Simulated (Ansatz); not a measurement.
## Electronic structure of Si16Ge (cell with a defect) in real space

Input

```
crystal:
  lattice:
    - [0.0, 5.43, 5.43]
    - [5.43, 0.0, 5.43]
    - [5.43, 5.43, 0.0]
  atoms:
    - { symbol: Si, position: [0.0, 0.0, 0.0] }
    - { symbol: Si, position: [0.125, 0.125, 0.125] }
    - { symbol: Si, position: [0.0, 0.0, 0.5] }
    - { symbol: Si, position: [0.125, 0.125, 0.625] }
    - { symbol: Si, position: [0.0, 0.5, 0.0] }
    - { symbol: Si, position: [0.125, 0.625, 0.125] }
    - { symbol: Si, position: [0.0, 0.5, 0.5] }
    - { symbol: Si, position: [0.125, 0.625, 0.625] }
    - { symbol: Si, position: [0.5, 0.0, 0.0] }
    - { symbol: Si, position: [0.625, 0.125, 0.125] }
    - { symbol: Si, position: [0.5, 0.0, 0.5] }
    - { symbol: Si, position: [0.625, 0.125, 0.625] }
    - { symbol: Si, position: [0.5, 0.5, 0.0] }
    - { symbol: Si, position: [0.625, 0.625, 0.125] }
    - { symbol: Si, position: [0.5, 0.5, 0.5] }
    - { symbol: Si, position: [0.625, 0.625, 0.625] }
    - { symbol: Ge, position: [0.8762951, 0.861497, 0.8836044] }
basis:
  ecutwfc: 420.0
kpoints:
  mp_grid: { grid: [2, 2, 2] }
hamiltonian:
  xc: pbesol
  pseudopotentials: { kind: paw, azcp: { folder: soft_1 } }
scf:
  occupations: { method: gaussian, width: 0.05 }
  lower_state_search: "off"
relax:
  f_tol: 0.03
  max_steps: 60
  adjacent_minimum: "off"
output:
  write_density: true
  write_potential: true
  elf: true
  volumetric_format: npy
```

Run with:

```sh
ansatz run input.yaml --threads 1 --pin off --max-ram 3072MiB --backend cpu --events-out ev --progress --plain --runs-dir out
```

The fields are those of the run's last geometry, not of the input's.

PAW files of the earlier set (soft_1).

Theory: DFT PBEsol, scalar-relativistic, plane waves, PAW (Ansatz 0.2.0).

Core electrons are frozen (PAW), and the valence fields are smoothed inside the atomic spheres.

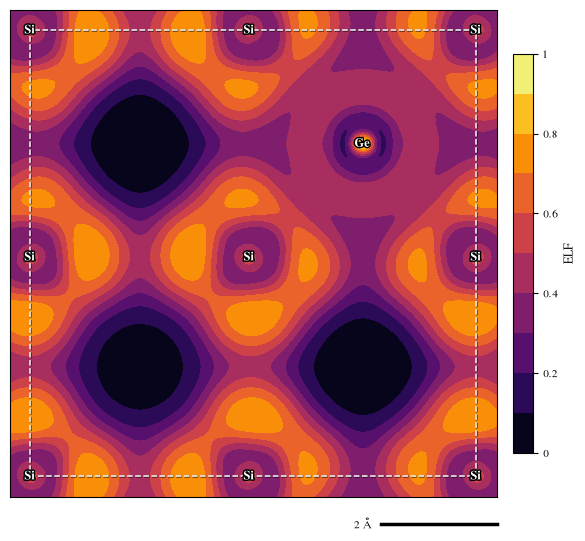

Figure 1. ELF on the (110) plane of the calculation cell.

> Read the bonding off the picture.

- The section cuts through Si and Ge sites.
- Si–Ge (2.76 Å): the ELF peaks at about 0.60 in the valence shell of Si, 0.9 Å from its nucleus, and is about 0.40 at the midpoint.
- The features right at Ge lie inside the PAW spheres, where the map follows smoothed inner orbitals and isn't to be read closely.

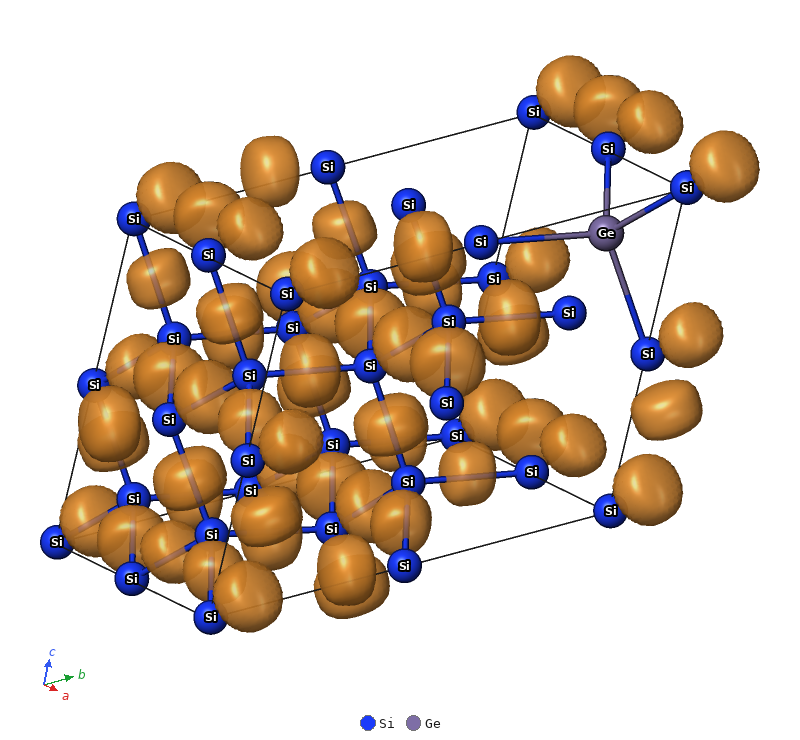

Figure 2. Isosurface of the ELF at 0.8 (orange), seen slightly off an axis. Only the valence region is drawn (cores and ρ < 0.01 e/Å³ removed). Sticks mark near contacts.

> Identify the bonds, lone pairs and shells in this picture.

At this value the surface marks out 32 regions between bonded Si–Si atoms, counted in one cell of 17 atoms. Any copies at cell faces, edges or corners count once. Profiles from the grid: Si–Si (2.28 Å): the ELF peaks at about 0.95 between the atoms. Si–Ge (2.42 Å): the ELF peaks at about 0.60 in the valence shell of Si, 1.0 Å from its nucleus, and is about 0.55 at the midpoint.

> Does the calculation make it a metal, or give it a gap?

It is gapless in this calculation (a metal or semimetal).
